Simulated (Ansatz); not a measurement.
System: Li₂Se, space group Fm-3m (No. 225).

Input file:
```
crystal:
  lattice:
    - [0.0, 3.0347256483, 3.0347256483]
    - [3.0347256483, 0.0, 3.0347256483]
    - [3.0347256483, 3.0347256483, 0.0]
  atoms:
    - { symbol: Li, position: [0.25, 0.25, 0.25] }
    - { symbol: Li, position: [0.75, 0.75, 0.75] }
    - { symbol: Se, position: [0.0, 0.0, 0.0] }
basis:
  ecutwfc: 420
kpoints:
  mp_grid: { grid: [8, 8, 8] }
hamiltonian:
  xc: pbe
scf:
  occupations: { method: fixed }
output:
  eigenvalues: true
phonons:
  method: dfpt
  dielectric: true
  rigid_motions: translations
  eigenvectors: true
```

Launched with:
```bash
ansatz run input.yaml --threads 1 --pin off --max-ram 1228MiB --backend cpu --events-out ev --progress --plain --runs-dir out
```

Computed with Ansatz 0.2.0: Born effective charges by linear response at the zone centre, in units of the proton charge, Cartesian axes of the given cell; plane waves with PAW datasets. Level: PBE, no spin polarisation.

wave cutoff 420 eV; k mesh 8×8×8; occupations fixed; pressure −1 GPa.

Predict the mean Born effective charge of each atom. The cases: Li 1; Li 2; Se.

The largest in size is that of Se, −1.95 e, and the charges add up to 0.00 e. The charges are isotropic.

```json
{"atom": "Li 1", "mean Born effective charge (e)": "0.976"}
{"atom": "Li 2", "mean Born effective charge (e)": "0.976"}
{"atom": "Se", "mean Born effective charge (e)": "-1.951"}
```

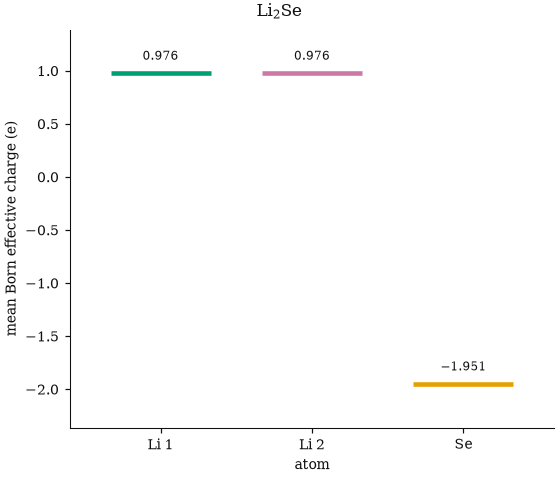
